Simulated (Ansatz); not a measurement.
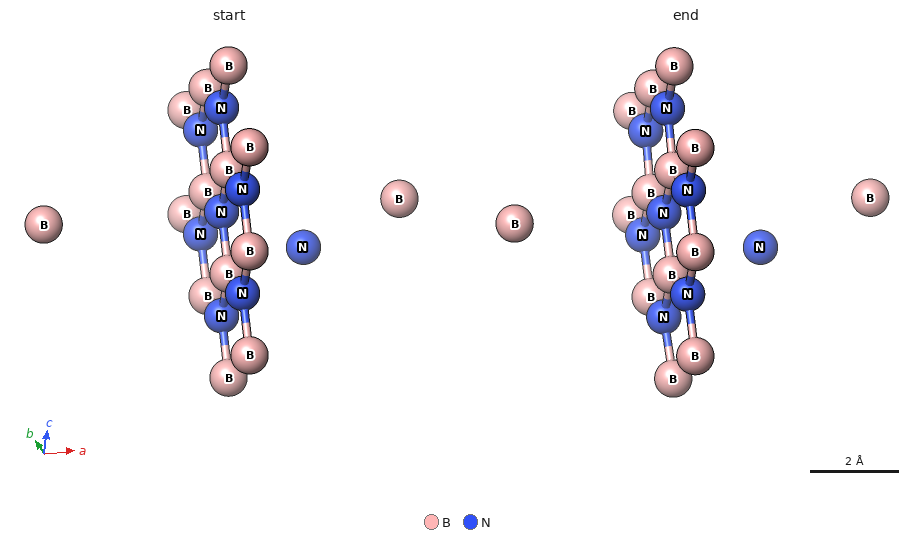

The structure of a defect cell of composition B₂₄N₂₅ before (left) and after (right) a relaxation, at one scale.

A ball-and-stick model of the atoms within 4.2 Å of the atom that moves most (axes of the cell of the calculation), seen slightly off an axis.

Case: N interstitial, charge +0, atoms relaxed at the host's cell.

Level of theory: Ansatz 0.2.0, DFT PBE, scalar-relativistic, plane waves, PAW. Set-up: plane-wave cutoff 420 eV; k-point mesh 2 × 2 × 2; occupations gaussian; smearing width 0.01 eV; collinear spin; atoms relaxed in a fixed cell; force threshold 0.025 eV/Å; at most 45 steps.

> What changed between the two?

Over 4 geometry steps the energy falls by 0.475 eV per cell of the calculation. Largest force component: 0.51 eV/Å at the start, 0.002 eV/Å at the end. The largest moves, 0.35 Å, are those of N atoms. By element the largest moves are N 0.35 Å, B 0.33 Å. The cell doesn't change. The run took 95 s on 4 threads of Arm Neoverse V1, on a shared host, peak memory 2 GiB.

Limits of the set-up: the periodic images lie only 8.3 Å apart, so the values are limited by the cell's size.
